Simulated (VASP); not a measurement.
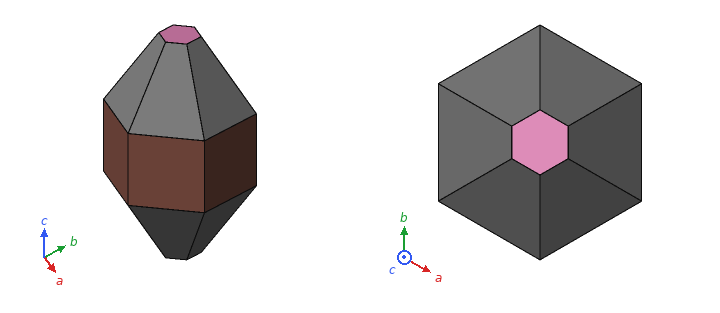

Two views of one computed crystal shape (BFDH rule; symmetry-equivalent faces share a colour; the right view looks down the c axis). A face and its opposite count as equivalent. Forms under 0.4 % of the area are left out.

Which crystal system and Laue class does the shape show?

Answer. Hexagonal, Laue class 6/mmm. A BFDH shape is always centrosymmetric and shows few forms, so it can't tell the point group within that class, and the other Laue class of the same system could look alike. It was computed for Si2W in P6_222, with forms {101}, {100} and {003}.

Origin: a cell listed in the Materials Project, as set up for an electronic-structure calculation.
